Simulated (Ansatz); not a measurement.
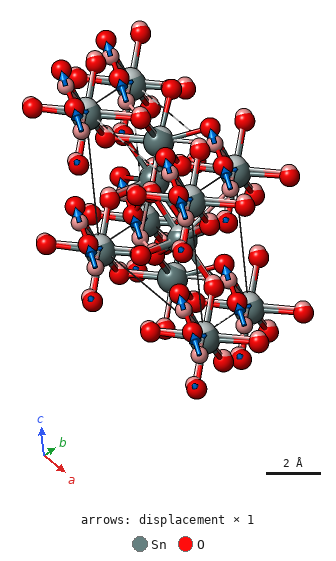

A relaxation of a defect cell of composition Sn$_{4}$O$_{9}$. The starting structure is drawn faded, the final one solid; blue arrows show the displacements, at their true length.

The picture is a ball-and-stick view of the cell of the calculation, seen slightly off an axis.

Case: O interstitial, charge +0, atoms relaxed. The atoms of the start lie slightly off their symmetric places, so part of the fall in energy undoes that.

Method: DFT PBE, scalar-relativistic, plane waves, PAW in Ansatz. Set-up: plane-wave cutoff 420 eV; k-point mesh 3 × 3 × 3; occupations gaussian; smearing width 0.02 eV; no spin polarisation; atoms relaxed in a fixed cell; force threshold 0.02 eV/Å; at most 60 steps.

Which element moves most?

Oxygen: up to 1.02 Å, against 0.20 Å for tin.

Describe the change and its energy.

An O atom moves most: 1.02 Å along [−1 1 1]. Largest moves by element: O 1.02 Å, Sn 0.20 Å. The cell stays as it was. Among the contacts that change: O–Sn 2.564 → 3.561 Å, O–Sn 2.567 → 3.166 Å, O–Sn 2.089 → 2.639 Å, O–Sn 2.542 → 2.041 Å. Among the angles between lasting bonds that change: Sn–O–Sn 96.8° → 135.1°, O–Sn–O 132.9° → 161.0°, O–Sn–O 131.3° → 105.1°. Over 14 accepted moves (16 points after the start) the energy falls by 4.084 eV per cell of the calculation. Largest force component: 2.9 eV/Å at the start, 0.0054 eV/Å at the end. The line search rejected the trial step at point 10 of the run. 1 step only repeated the SCF at the same geometry.

Limits of the set-up: the periodic images lie only 5.8 Å apart, so the values are limited by the cell's size.
